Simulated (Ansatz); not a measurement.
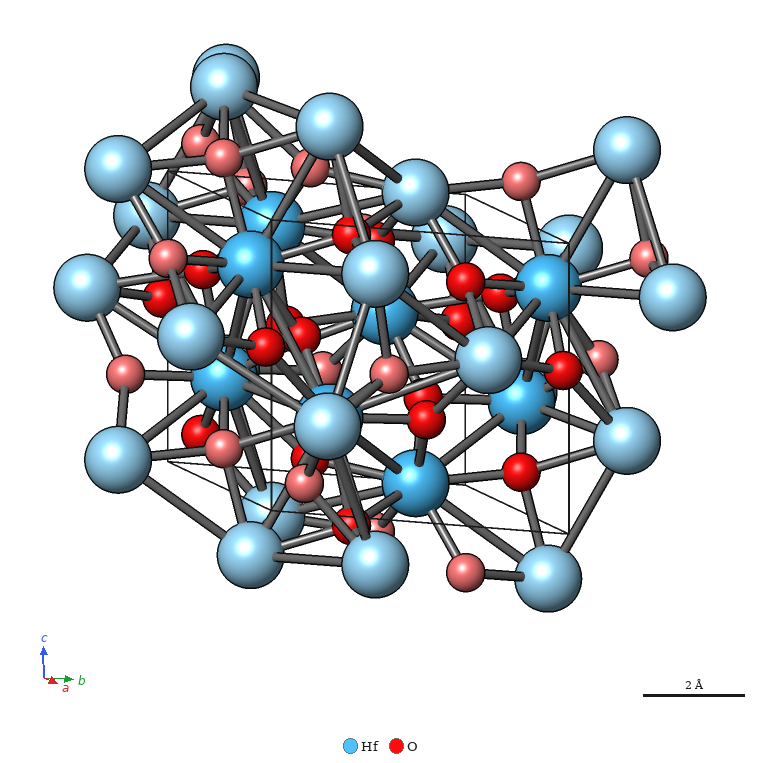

The structure (ball-and-stick view of the cell of the calculation, seen slightly off an axis; neighbours outside the cell are drawn fainter). An atom can appear more than once, as a periodic image.

**Density-of-states calculation, with input and output: HfO$_{2}$ (part 1 of 2)**

The run: density-of-states calculation of HfO$_{2}$ (P2₁, 18 atoms in the cell). Method and program: DFT PBE, scalar-relativistic, plane waves, PAW, no spin polarisation (Ansatz 0.2.0).

The structure was built on a prototype by a generator; it need not be a known phase. It belongs to a series of runs on one base structure; here: the last frame of the dynamics, relaxed.

**Output**
```
scf.n_extra_bands = 9 over 114 filled bands (N_el = 228.0): the run solves 123 bands
Engine: ansatz 0.2.0, x86_64-unknown-linux-gnu
Pseudopotentials: kind: paw
Pseudopotential: Hf, paw, valence charge 26, recommended cutoff 420 eV (normal), Hf.paw.azcp
Pseudopotential: O, paw, valence charge 6, recommended cutoff 420 eV (normal), O.paw.azcp
Functional definition: PBE
  parameter kappa = 0.804
  parameter beta = 0.06672455060314922
  exchange = pbe_x(kappa = kappa, mu = beta*pi^2/3)
  correlation = pbe_c(beta = beta)
Crystal: 18 atoms, lattice volume = 216.923 Å³
Basis set: ecut = 420 eV, 4255 PW (Γ), exchange–correlation on 80×90×80 points (8 copies of the dense FFT grid, shifted against one another)
Bands: 123, of which v1, the nominal top of the filled ones, is band 114 counted from 1 (113 counted from 0)
Symmetry: 1 space group operations
Space group: P1 (ITA 1), of the structure as read, at distance tolerance 6.0e-5 Å
k-points: 14 of 27 (time reversal used)
Non-local potential: Hf, projectors of the file, l = 0: 3, l = 1: 2, l = 2: 2, l = 3: 3
Non-local potential: O, projectors of the file, l = 0: 2, l = 1: 2, l = 2: 1
PAW form: soft (Blöchl's): semilocal exchange-correlation on the pseudo side does not see the compensation charge
PAW one-centre angular grid: Hf, 590 points (default); XC on 64 Gauss nodes
PAW one-centre angular grid: O, 110 points (default); XC on 64 Gauss nodes
Initial density: superposition of atomic densities (neutral atoms: chi_scale 0, normalization atom), corrected by the library's trained network
Initial wavefunctions: pseudopotential atomic-orbital guess
Functional: x = pbe(κ = 0.804, μ = 0.2195149727645171), c = pbe(β = 0.06672455060314922)
SCF iter   1: F=—  HF=-101167.216634 eV  |F-HF|=—  |Δ(HF+E_count)|=         —  Δρ=3.66e-3  dr2=1.85e-2  ethr=1.77e-3  ⟨swp⟩=5.1  Hψ=5694  notcnv=0
preconditioner: auto → Resta (q_TF=auto, 2.751 Å⁻¹)  ε∞=5.9  [insulator: Δε(μ)=3.942 eV  Ē_g=16.704 eV  σ=0.020 eV  W_gap=1.00  n_scr=82 (ndim 8)  ℏωp=37.1 eV  f_vac=0.103  D(μ)=0.00/eV (n_scr^D=0)  ε∞_Penn≈5.9]
SCF iter   2: F=—  HF=-101167.215099 eV  |F-HF|=—  |Δ(HF+E_count)|=   1.54e-3  Δρ=1.94e-3  dr2=5.12e-3  ethr=8.11e-6  ⟨swp⟩=2.0  Hψ=3474  notcnv=0  defer=40
SCF iter   3: F=—  HF=-101167.216507 eV  |F-HF|=—  |Δ(HF+E_count)|=   1.41e-3  Δρ=7.66e-4  dr2=1.28e-3  ethr=2.24e-6  ⟨swp⟩=2.0  Hψ=3036  notcnv=0  defer=40
SCF iter   4: F=—  HF=-101167.216473 eV  |F-HF|=—  |Δ(HF+E_count)|=   3.46e-5  Δρ=2.33e-4  dr2=1.27e-4  ethr=5.60e-7  ⟨swp⟩=2.0  Hψ=3250  notcnv=0  defer=40
SCF iter   5: F=—  HF=-101167.216522 eV  |F-HF|=—  |Δ(HF+E_count)|=   4.93e-5  Δρ=1.13e-4  dr2=2.79e-5  ethr=5.57e-8  ⟨swp⟩=2.0  Hψ=3181  notcnv=0  defer=40
SCF iter   6: F=—  HF=-101167.216322 eV  |F-HF|=—  |Δ(HF+E_count)|=   2.00e-4  Δρ=3.92e-5  dr2=3.58e-6  ethr=1.22e-8  ⟨swp⟩=2.0  Hψ=3278  notcnv=0  defer=40
SCF iter   7: F=—  HF=-101167.216324 eV  |F-HF|=—  |Δ(HF+E_count)|=   2.17e-6  Δρ=2.01e-5  dr2=1.03e-6  ethr=1.57e-9  ⟨swp⟩=2.0  Hψ=3278  notcnv=0  defer=40
SCF iter   8: F=—  HF=-101167.216325 eV  |F-HF|=—  |Δ(HF+E_count)|=   8.21e-7  Δρ=1.55e-5  dr2=4.48e-7  ethr=4.54e-10  ⟨swp⟩=2.0  Hψ=2942  notcnv=0  defer=40
SCF iter   9: F=-101167.216325 eV  HF=-101167.216325 eV  |F-HF|=1.72e-8  |Δ(HF+E_count)|=   6.58e-9  Δρ=3.75e-6  dr2=3.85e-8  ethr=4.39e-11  ⟨swp⟩=12.1  Hψ=14966  notcnv=0
SCF 1 converged in 9 iterations: F = -101167.216325 eV  dr2 = 3.85e-8
  greatest PAW one-centre occupation: 0.999 electrons in one spin orbital (limit 2), on the Hf atom at site 5 (counted from 0), in its partial waves of l = 0
```

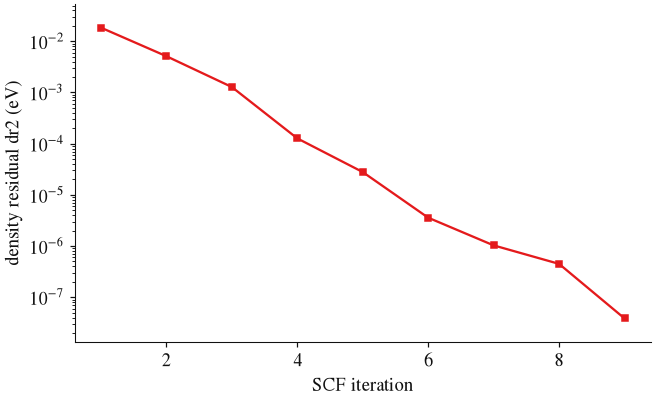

Convergence of the self-consistent field: density residual dr2 against the SCF iteration. The residual falls at every step.

```
SCF converged after 9 iterations
Free energy (F): -101167.216325 eV
Harris-Foulkes:  -101167.216325 eV  (|F-HF|=1.72e-8)
Internal energy: -101167.216325 eV  (E = F + TS)
E sigma→0 (E₀):  -101167.216325 eV
Fermi energy:    15.190024 eV
--- Per-component energies (eV) ---
  E_band       = -208.219875
  E_kinetic    = 4625.561756
  E_local      = -39162.714536  (includes V_loc(G=0)·N_el)
  E_nonlocal   = -6882.893077
  E_hartree    = 17907.133029
  E_xc         = -2684.714469
  E_vxc        = -2726.064254  (∫ρ·V_xc dr)
  E_paw        = -43458.652264  (= ΣΔE_a)
  E_vpaw       = 8123.589836  (= ΣTr[D̂ρ^β])
  E_aug_tail   = 0.029548  (compensation charges beyond the density's cutoff)
  E_ewald      = -31510.966312
  E_smearing   = -0.000000  (= −TS)
  E_closure    = 0.000000  (closes the sum)
  Σ components = -101167.216325   (vs F -101167.216325, Δ=0.00e0)
--- Forces (eV/Å), atoms counted from 1 ---
  atom   1  Hf    -0.00425437     0.01749242     0.01436052
  atom   2  Hf    -0.00403781    -0.01684378    -0.01404308
  atom   3  Hf     0.00559505     0.00624924     0.00188768
  atom   4  Hf    -0.00224555    -0.02433035     0.00287281
  atom   5  Hf     0.00044950     0.02587190    -0.00370524
  atom   6  Hf     0.00560353    -0.00787046    -0.00144966
  atom   7  O     -0.00146750    -0.00790601     0.00007619
  atom   8  O      0.01392866    -0.00023810    -0.01196110
  atom   9  O     -0.00219081     0.00796230     0.00074303
  atom  10  O     -0.00299410     0.00419669     0.00182451
  atom  11  O      0.00007685    -0.00052603    -0.00947877
  atom  12  O     -0.00927276    -0.00480372    -0.00939287
  atom  13  O     -0.00079744    -0.01331201     0.00535940
  atom  14  O     -0.00896613     0.00485586     0.00923648
  atom  15  O     -0.00002758     0.00029471     0.00929312
  atom  16  O     -0.00065101     0.01285479    -0.00575899
  atom  17  O     -0.00289864    -0.00434288    -0.00157027
  atom  18  O      0.01415021     0.00039066     0.01170748
  max |Σ_I F_I| component: 4.77e-6 eV/Å
--- Stress (GPa, compression-positive) ---
       -0.099278      -0.001954      -0.002032
       -0.001954       0.180082      -0.038877
       -0.002032      -0.038877      -0.048455
  P = ⅓ Tr σ = 0.0108 GPa (0.108 kbar)
--- Band table (eV; the first three rows and the last of 14) ---
  k-point 0: bands = ["-47.4205", "-47.4190", "-47.2814", "-47.2692", "-47.1603", "-47.1388", "-16.4200", "-16.3118", "-16.3079", "-16.2886", "-16.2529", "-16.2279", "-16.1591", "-16.1444", "-16.0676", "-16.0452", "-16.0106", "-15.9517", "-15.9174", "-15.8597", "-15.8401", "-15.8400", "-15.7951", "-15.7465", "-4.8518", "-3.7073", "-3.5942", "-3.4338", "-3.3245", "-3.0743", "-3.0363", "-2.9489", "-2.8570", "-2.6797", "-2.5367", "-2.5242", "2.6617", "2.6640", "2.6643", "2.6696", "2.6899", "2.6934", "2.6967", "2.7014", "2.7097", "2.7118", "2.7143", "2.7219", "2.7416", "2.7427", "2.8171", "2.8183", "2.8265", "2.8272", "2.8518", "2.8575", "2.8605", "2.8620", "2.8721", "2.8781", "2.8910", "2.8938", "2.8967", "2.9073", "2.9553", "2.9589", "2.9707", "2.9748", "2.9767", "2.9822", "2.9899", "2.9919", "2.9959", "2.9991", "3.0189", "3.0248", "3.0572", "3.0646", "8.1950", "8.2250", "8.6381", "8.8767", "9.0051", "9.0367", "9.1714", "9.1746", "9.2684", "9.5228", "9.8842", "9.8890", "10.0842", "10.1396", "10.4140", "10.6137", "10.6444", "10.9414", "11.0050", "11.0419", "11.0501", "11.1492", "11.2160", "11.3824", "11.4590", "11.8837", "11.9890", "12.1168", "12.3933", "12.4047", "12.4454", "12.5685", "12.7267", "12.8858", "13.0500", "13.0898", "17.5308", "17.5606", "17.8285", "17.9277", "18.3934", "18.5964", "18.8404", "18.9239", "19.1816"]
  k-point 1: bands = ["-47.4201", "-47.4193", "-47.2810", "-47.2692", "-47.1609", "-47.1388", "-16.4093", "-16.3541", "-16.3068", "-16.2900", "-16.2504", "-16.1841", "-16.1465", "-16.1140", "-16.0904", "-16.0677", "-15.9891", "-15.9352", "-15.9277", "-15.8792", "-15.8585", "-15.8385", "-15.8072", "-15.7429", "-4.5412", "-3.9386", "-3.6669", "-3.5600", "-3.3082", "-3.0064", "-2.9545", "-2.9232", "-2.8096", "-2.7071", "-2.6006", "-2.5783", "2.6581", "2.6604", "2.6676", "2.6711", "2.6905", "2.6919", "2.6928", "2.6973", "2.7067", "2.7130", "2.7181", "2.7258", "2.7430", "2.7485", "2.8172", "2.8176", "2.8261", "2.8276", "2.8527", "2.8580", "2.8602", "2.8615", "2.8721", "2.8781", "2.8884", "2.8931", "2.8960", "2.9048", "2.9543", "2.9590", "2.9709", "2.9769", "2.9786", "2.9835", "2.9915", "2.9935", "2.9996", "3.0007", "3.0178", "3.0256", "3.0533", "3.0666", "8.0479", "8.1441", "8.4398", "8.5050", "8.9118", "9.0808", "9.2057", "9.2937", "9.5920", "9.6620", "9.8185", "10.0199", "10.1235", "10.2459", "10.4014", "10.7068", "10.7578", "10.8401", "10.9044", "11.0073", "11.2106", "11.3184", "11.4834", "11.5658", "11.6149", "11.7322", "11.9887", "12.1035", "12.2307", "12.3549", "12.4332", "12.5316", "12.5691", "12.8766", "12.8855", "13.0048", "17.5442", "17.7252", "17.8148", "18.2293", "18.3272", "18.5143", "18.7280", "18.9857", "19.0874"]
```
